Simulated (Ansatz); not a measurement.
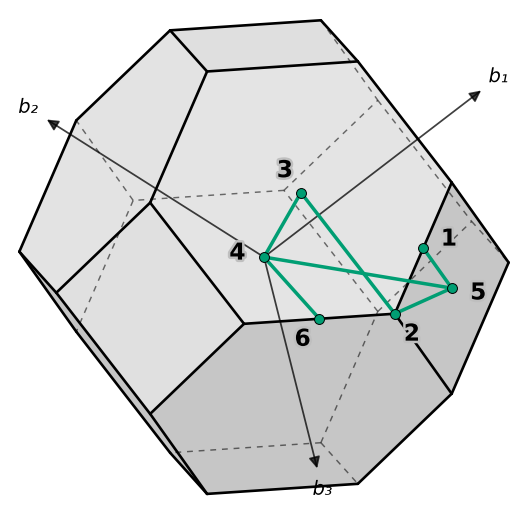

Crystal: MgO, the input geometry of an electronic-structure calculation (not necessarily at equilibrium); the starting structure was generated, so it need not be a known form of this composition. The first Brillouin zone of a face-centred cubic lattice (cF; extended symbol cF2) is drawn with its special points numbered. Geometry calculated from the standardised cell; symmetry tolerance 0.002 Å.

a = 4.564 Å, b = 4.564 Å, c = 4.564 Å, α = 90.00°, β = 90.00°, γ = 90.00°.

Labels and path follow the convention of Hinuma et al. (2017), as computed by seekpath; the arrows show the directions of the reciprocal primitive vectors b₁, b₂, b₃, in which coordinates are given.

Q: Which special point is each number?

A:
```json
{"no.": "1", "label": "U", "coordinates": "(5/8, 1/4, 5/8)"}
{"no.": "2", "label": "W", "coordinates": "(1/2, 1/4, 3/4)"}
{"no.": "3", "label": "L", "coordinates": "(1/2, 1/2, 1/2)"}
{"no.": "4", "label": "Γ", "coordinates": "(0, 0, 0)"}
{"no.": "5", "label": "X", "coordinates": "(1/2, 0, 1/2)"}
{"no.": "6", "label": "K", "coordinates": "(3/8, 3/8, 3/4)"}
```
